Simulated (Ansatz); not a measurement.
## Geometry relaxation, with input and output: Ba₃Ti₄O₁₁ (part 3 of 3)

Ba₃Ti₄O₁₁ (slab, 18 atoms in the cell); DFT PBEsol, scalar-relativistic, plane waves, PAW, no spin polarisation (Ansatz 0.2.0); cutoff 420 eV, 7×7×1 k-mesh, Gaussian smearing of 0.05 eV. The structure derives from an entry of the Crystallography Open Database. It belongs to a series of runs on one base structure; here: (1 0 0) slab, atoms relaxed.

Geometry of the input (Å; fractional positions):
```
3.9557  0.0000  0.0000
0.0000  4.0433  0.0000
0.0000  0.0000  26.8672
Ti 0.5000  0.5201  0.2792
O  0.5000  0.9752  0.2792
O  0.0000  0.4859  0.2792
Ba 0.0000  0.0049  0.3528
O  0.5000  0.4859  0.3528
Ti 0.5000  0.5201  0.4264
O  0.5000  0.9752  0.4264
O  0.0000  0.4859  0.4264
Ba 0.0000  0.0049  0.5000
O  0.5000  0.4859  0.5000
Ti 0.5000  0.5201  0.5736
O  0.5000  0.9752  0.5736
O  0.0000  0.4859  0.5736
Ba 0.0000  0.0049  0.6472
O  0.5000  0.4859  0.6472
Ti 0.5000  0.5201  0.7208
O  0.5000  0.9752  0.7208
O  0.0000  0.4859  0.7208
```

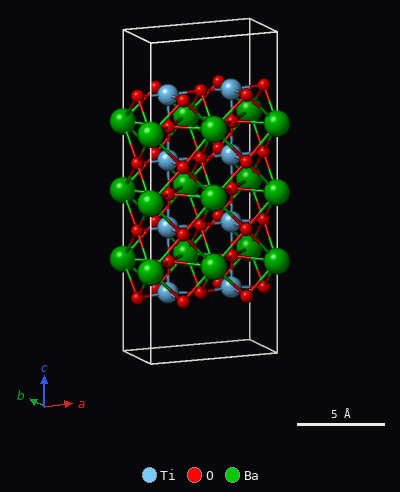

Fig. 1: The geometry at step 6 of the log (ball-and-stick view of the 2 × 1 repeat of the cell, with the vacuum cut short, seen slightly off an axis).

## Output, continued
```
  k-point 15: bands = ["-54.1101", "-54.1095", "-53.6635", "-53.6635", "-30.5717", "-30.5699", "-30.5362", "-30.5025", "-30.4946", "-30.4927", "-30.2274", "-30.2272", "-30.0957", "-30.0957", "-29.9720", "-29.9720", "-22.3777", "-22.1199", "-22.1178", "-14.6386", "-14.4683", "-14.1953", "-14.0835", "-14.0166", "-13.8923", "-13.8200", "-13.3137", "-13.3135", "-13.0551", "-13.0548", "-8.3750", "-8.2579", "-8.2214", "-8.0153", "-7.9011", "-7.8755", "-7.7691", "-7.6658", "-7.4294", "-2.3301", "-2.1771", "-1.8222", "-1.8150", "-1.7010", "-1.6397", "-1.4581", "-1.4147", "-1.3191", "-1.1545", "-1.0172", "-1.0055", "-0.8003", "-0.6768", "-0.5998", "-0.5360", "-0.2717", "-0.2592", "-0.1947", "0.0089", "0.0168", "0.1267", "0.1508", "1.0056", "1.1873", "1.4001", "1.6582", "1.6624", "1.8529", "1.8621", "1.9379", "2.7212", "2.7232", "5.6696", "5.7527", "5.9239", "6.0307", "6.1408", "6.2474", "6.3117", "6.3860", "6.4424", "6.5084", "6.7294", "6.8569", "6.8610", "6.9886", "8.1595", "8.7999", "9.1418", "9.1945"]
--- Relaxed structure (9 steps of the walk, 6 accepted, 0 SCFs on fresh bases) ---
  F+E_penalty+E_count = -33679.94457729 eV   max|allowed force component| = 9.728e-3 eV/Å
  atoms:
    - { symbol: Ti, position: [0.49999999999999994, 0.5231671677601983, 0.28340328823372557] }
    - { symbol: O, position: [0.49999999999999994, 0.9631453983117217, 0.2795536476221757] }
    - { symbol: O, position: [-4.798810624344299e-20, 0.4785121884296735, 0.2790868849456399] }
    - { symbol: Ba, position: [-2.747745316413675e-18, 0.005791103312113739, 0.34912307520978975] }
    - { symbol: O, position: [0.49999999999999994, 0.4885242756478587, 0.35254366316728847] }
    - { symbol: Ti, position: [0.49999999999999994, 0.5259069118549873, 0.4270388476720996] }
    - { symbol: O, position: [0.49999999999999994, 0.9765404513049263, 0.4264590312501995] }
    - { symbol: O, position: [6.021754940976768e-20, 0.4874872475850465, 0.42646336611381647] }
    - { symbol: Ba, position: [-1.4433503198802428e-24, 0.009418051607198684, 0.4999999980858912] }
    - { symbol: O, position: [0.49999999999999994, 0.4896345838519041, 0.5000000023938785] }
    - { symbol: Ti, position: [0.49999999999999994, 0.5259069265158183, 0.5729611542584251] }
    - { symbol: O, position: [0.49999999999999994, 0.9765404545773978, 0.5735409687904945] }
    - { symbol: O, position: [-6.021886312875182e-20, 0.4874872395694582, 0.5735366321439862] }
    - { symbol: Ba, position: [2.747743047275364e-18, 0.005791082744308379, 0.6508769217809771] }
    - { symbol: O, position: [0.49999999999999994, 0.4885242629531272, 0.6474563374746061] }
    - { symbol: Ti, position: [0.49999999999999994, 0.5231671189358624, 0.7165967098888611] }
    - { symbol: O, position: [0.49999999999999994, 0.9631453519834705, 0.7204463595770316] }
    - { symbol: O, position: [4.798534394060409e-20, 0.4785121257549277, 0.7209131113911132] }
```

## Trajectory as extended XYZ (Å, eV, eV/Å), 6 of the 9 frames kept, from step=1 to step=9
```
18
Lattice="3.9557 0.0000 0.0000 0.0000 4.0433 0.0000 0.0000 0.0000 26.8672" Properties=species:S:1:pos:R:3:forces:R:3 step=1 energy=-33679.53008
Ti    1.9779    2.1028    7.5000    0.0000   0.6617   2.3116
O     1.9779    3.9432    7.5000    0.0000  -0.7399  -0.3833
O     0.0000    1.9647    7.5000    0.0000  -0.0574  -0.4909
Ba    0.0000    0.0198    9.4779    0.0000  -0.0241  -0.7655
O     1.9779    1.9647    9.4779    0.0000   0.1334  -0.8138
Ti    1.9779    2.1028   11.4557    0.0000   0.0375   0.1021
O     1.9779    3.9432   11.4557    0.0000  -0.0253   0.0504
O     0.0000    1.9647   11.4557    0.0000   0.0025   0.0509
Ba    0.0000    0.0198   13.4336    0.0000  -0.0038   0.0000
O     1.9779    1.9647   13.4336    0.0000   0.0279   0.0000
Ti    1.9779    2.1028   15.4115    0.0000   0.0374  -0.1021
O     1.9779    3.9432   15.4115    0.0000  -0.0252  -0.0504
O     0.0000    1.9647   15.4115    0.0000   0.0025  -0.0509
Ba    0.0000    0.0198   17.3894    0.0000  -0.0241   0.7655
O     1.9779    1.9647   17.3894    0.0000   0.1334   0.8139
Ti    1.9779    2.1028   19.3672    0.0000   0.6618  -2.3117
O     1.9779    3.9432   19.3672    0.0000  -0.7400   0.3833
O     0.0000    1.9647   19.3672    0.0000  -0.0574   0.4909
18
Lattice="3.9557 0.0000 0.0000 0.0000 4.0433 0.0000 0.0000 0.0000 26.8672" Properties=species:S:1:pos:R:3:forces:R:3 step=3 energy=-33679.53749 accepted=F
Ti    1.9779    2.0982    7.6946    0.0000  -0.0511  -3.1980
O     1.9779    3.8718    7.5627    0.0000   0.5618   0.0927
O     0.0000    1.9514    7.5575    0.0000  -0.2256   0.1167
Ba    0.0000    0.0143    9.3873    0.0000   0.0227  -0.4356
O     1.9779    1.9845    9.4207    0.0000  -0.2593   3.5654
Ti    1.9779    2.1270   11.4727    0.0000   0.0738  -0.0608
O     1.9779    3.9549   11.4606    0.0000  -0.0884   0.0021
O     0.0000    1.9831   11.4610    0.0000  -0.0333  -0.0097
Ba    0.0000    0.0382   13.4336    0.0000   0.0109   0.0000
O     1.9779    1.9872   13.4336    0.0000  -0.0128   0.0000
Ti    1.9779    2.1270   15.3945    0.0000   0.0738   0.0608
O     1.9779    3.9549   15.4066    0.0000  -0.0884  -0.0021
O     0.0000    1.9831   15.4062    0.0000  -0.0333   0.0097
Ba    0.0000    0.0143   17.4799    0.0000   0.0227   0.4356
O     1.9779    1.9845   17.4465    0.0000  -0.2593  -3.5654
Ti    1.9779    2.0982   19.1726    0.0000  -0.0511   3.1980
O     1.9779    3.8718   19.3045    0.0000   0.5618  -0.0927
O     0.0000    1.9514   19.3097    0.0000  -0.2256  -0.1167
18
Lattice="3.9557 0.0000 0.0000 0.0000 4.0433 0.0000 0.0000 0.0000 26.8672" Properties=species:S:1:pos:R:3:forces:R:3 step=4 energy=-33679.92174
Ti    1.9779    2.1069    7.5973    0.0000   0.2355   0.0930
O     1.9779    3.9123    7.4838    0.0000  -0.2158   0.0171
O     0.0000    1.9549    7.4788    0.0000  -0.0644  -0.0185
Ba    0.0000    0.0172    9.3320    0.0000   0.0175   0.3216
O     1.9779    1.9782    9.4595    0.0000  -0.0005  -0.2888
Ti    1.9779    2.1140   11.4683    0.0000   0.1293   0.0926
O     1.9779    3.9465   11.4519    0.0000  -0.0934  -0.0369
O     0.0000    1.9689   11.4537    0.0000  -0.0272  -0.0445
Ba    0.0000    0.0246   13.4336    0.0000   0.0228   0.0000
O     1.9779    1.9734   13.4336    0.0000   0.0156   0.0000
Ti    1.9779    2.1140   15.3989    0.0000   0.1293  -0.0926
O     1.9779    3.9465   15.4153    0.0000  -0.0934   0.0369
O     0.0000    1.9689   15.4135    0.0000  -0.0272   0.0445
Ba    0.0000    0.0172   17.5352    0.0000   0.0175  -0.3216
O     1.9779    1.9782   17.4077    0.0000  -0.0005   0.2888
Ti    1.9779    2.1069   19.2699    0.0000   0.2355  -0.0930
O     1.9779    3.9123   19.3834    0.0000  -0.2158  -0.0171
O     0.0000    1.9549   19.3884    0.0000  -0.0644   0.0185
18
Lattice="3.9557 0.0000 0.0000 0.0000 4.0433 0.0000 0.0000 0.0000 26.8672" Properties=species:S:1:pos:R:3:forces:R:3 step=6 energy=-33679.93779 accepted=F
Ti    1.9779    2.1224    7.6181    0.0000  -0.0416  -0.1450
O     1.9779    3.9017    7.5096    0.0000  -0.0882   0.0427
O     0.0000    1.9264    7.4909    0.0000   0.0931   0.0641
Ba    0.0000    0.0297    9.3842    0.0000  -0.0185  -0.0213
O     1.9779    1.9737    9.4745    0.0000   0.0317  -0.0646
Ti    1.9779    2.1232   11.4620    0.0000   0.0314   0.2740
O     1.9779    3.9469   11.4531    0.0000  -0.0247  -0.0225
O     0.0000    1.9639   11.4513    0.0000   0.0322  -0.0135
Ba    0.0000    0.0451   13.4336    0.0000  -0.0608   0.0000
O     1.9779    1.9749   13.4336    0.0000   0.0307   0.0000
Ti    1.9779    2.1232   15.4052    0.0000   0.0314  -0.2740
O     1.9779    3.9469   15.4141    0.0000  -0.0247   0.0225
O     0.0000    1.9639   15.4160    0.0000   0.0322   0.0135
Ba    0.0000    0.0297   17.4830    0.0000  -0.0185   0.0213
O     1.9779    1.9737   17.3927    0.0000   0.0317   0.0646
Ti    1.9779    2.1224   19.2492    0.0000  -0.0416   0.1450
O     1.9779    3.9017   19.3576    0.0000  -0.0882  -0.0427
O     0.0000    1.9264   19.3763    0.0000   0.0931  -0.0641
18
Lattice="3.9557 0.0000 0.0000 0.0000 4.0433 0.0000 0.0000 0.0000 26.8672" Properties=species:S:1:pos:R:3:forces:R:3 step=7 energy=-33679.94419
Ti    1.9779    2.1137    7.6145    0.0000   0.0513  -0.0286
O     1.9779    3.8973    7.5104    0.0000  -0.0453   0.0031
O     0.0000    1.9369    7.4972    0.0000  -0.0072   0.0072
Ba    0.0000    0.0235    9.3805    0.0000  -0.0015  -0.0113
O     1.9779    1.9765    9.4713    0.0000  -0.0056   0.0148
Ti    1.9779    2.1237   11.4718    0.0000   0.0275   0.0325
O     1.9779    3.9483   11.4565    0.0000  -0.0200   0.0038
O     0.0000    1.9698   11.4567    0.0000   0.0033   0.0045
Ba    0.0000    0.0373   13.4336    0.0000  -0.0078   0.0000
O     1.9779    1.9789   13.4336    0.0000   0.0029   0.0000
Ti    1.9779    2.1237   15.3954    0.0000   0.0275  -0.0325
O     1.9779    3.9483   15.4107    0.0000  -0.0200  -0.0038
O     0.0000    1.9698   15.4105    0.0000   0.0033  -0.0045
Ba    0.0000    0.0235   17.4868    0.0000  -0.0015   0.0113
O     1.9779    1.9765   17.3959    0.0000  -0.0056  -0.0148
Ti    1.9779    2.1137   19.2528    0.0000   0.0513   0.0286
O     1.9779    3.8973   19.3569    0.0000  -0.0453  -0.0031
O     0.0000    1.9369   19.3700    0.0000  -0.0072  -0.0072
18
Lattice="3.9557 0.0000 0.0000 0.0000 4.0433 0.0000 0.0000 0.0000 26.8672" Properties=species:S:1:pos:R:3:forces:R:3 step=9 energy=-33679.94458
Ti    1.9779    2.1153    7.6143    0.0000  -0.0094  -0.0028
O     1.9779    3.8943    7.5108    0.0000   0.0043  -0.0097
O     0.0000    1.9348    7.4983    0.0000  -0.0002  -0.0046
Ba    0.0000    0.0234    9.3800    0.0000   0.0041   0.0053
O     1.9779    1.9753    9.4719    0.0000   0.0025   0.0079
Ti    1.9779    2.1264   11.4733    0.0000  -0.0008   0.0078
O     1.9779    3.9485   11.4578    0.0000  -0.0026  -0.0001
O     0.0000    1.9711   11.4579    0.0000   0.0019   0.0028
Ba    0.0000    0.0381   13.4336    0.0000  -0.0006   0.0000
O     1.9779    1.9797   13.4336    0.0000   0.0013   0.0000
Ti    1.9779    2.1264   15.3939    0.0000  -0.0008  -0.0078
O     1.9779    3.9485   15.4095    0.0000  -0.0026   0.0001
O     0.0000    1.9711   15.4093    0.0000   0.0019  -0.0028
Ba    0.0000    0.0234   17.4873    0.0000   0.0041  -0.0053
O     1.9779    1.9753   17.3954    0.0000   0.0025  -0.0079
Ti    1.9779    2.1153   19.2530    0.0000  -0.0094   0.0028
O     1.9779    3.8943   19.3564    0.0000   0.0043   0.0097
O     0.0000    1.9348   19.3689    0.0000  -0.0002   0.0046
```

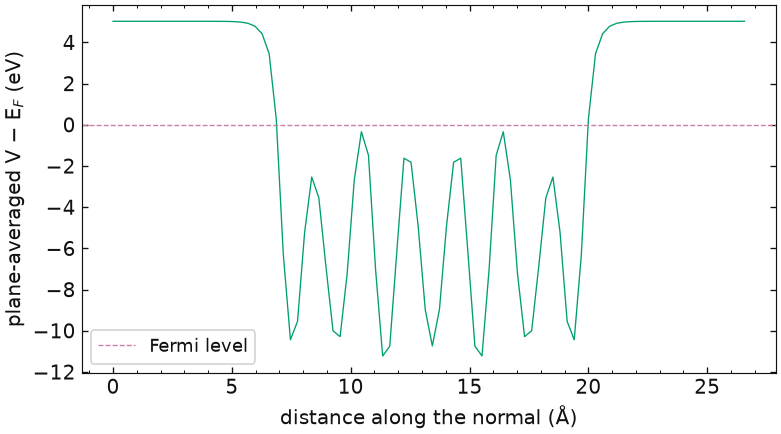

Fig. 2: Plane average of the electrostatic potential energy of an electron across the cell, from the Fermi level. The vacuum level lies 5.02 eV above the Fermi level.

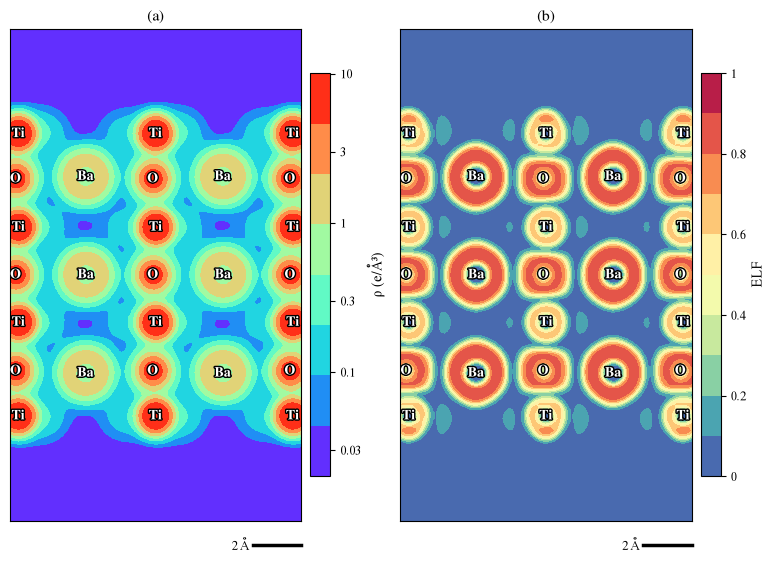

Fig. 3: (a) valence electron density; (b) ELF on the (11̄0) plane of the calculation cell, a cut from vacuum to vacuum. Atoms in the plane: Ti, Ba and O. Ti–O (1.86 Å): the density is about 0.91 e/Å³ at the midpoint; the ELF is about 0.25 at the midpoint. Ti–O (1.97 Å): ρ is about 0.68 e/Å³ halfway; the ELF is about 0.20 at the midpoint. Ti–O (2.01 Å): ρ at the midpoint is about 0.61 e/Å³; the ELF is about 0.20 at the midpoint. The density dies away to nearly zero in the vacuum. The strong features right at Ti and Ba lie inside the PAW spheres (semicore, d or f shells) and say nothing about bonding. The fields are those of the smooth PAW valence density.

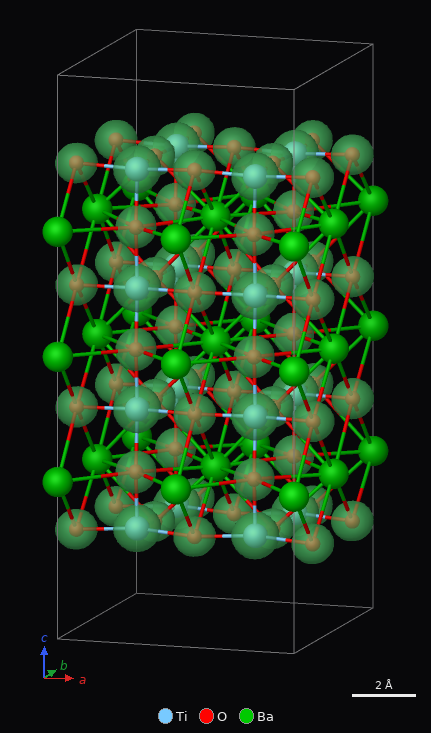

Fig. 4: Isosurface of the valence electron density at 1.5 e/Å³ (green), seen slightly off an axis. Sticks mark near contacts. At this value the density breaks into separate islands; it holds about 50 % of the electrons treated as valence (semicore included). It is pinched off along the Ti–O (1.78 Å), Ba–O (2.68 Å), Ti–O (1.82 Å) and Ti–O (1.86 Å) contacts. On the grid the lowest density along these lines, outside the cores, is 1.1 e/Å³ (Ti–O, 1.78 Å), 0.24 e/Å³ (Ba–O, 2.68 Å), 1 e/Å³ (Ti–O, 1.82 Å) and 0.9 e/Å³ (Ti–O, 1.86 Å).

## Results in brief

| quantity | value |
| --- | --- |
| outcome | converged |
| electrons treated | 144 |
| free energy | −33679.9446 eV |
| work function, top face | 5.02 eV |
| work function, bottom face | 5.02 eV |
| Fermi energy | 3.388 eV |
| gap on the k-point mesh | 1.33 eV |
| final volume | 429.72 Å³ |
| work function (upper face) | 5.02 eV |
| largest force (length of the vector) at the end | 0.011 eV/Å |
| wall time | 6.1 min (CPU time 12 min) |
| peak memory | 1.1 GiB |

## Notes

Warnings of the run: the exchange-correlation potential is rough where the density is thin.
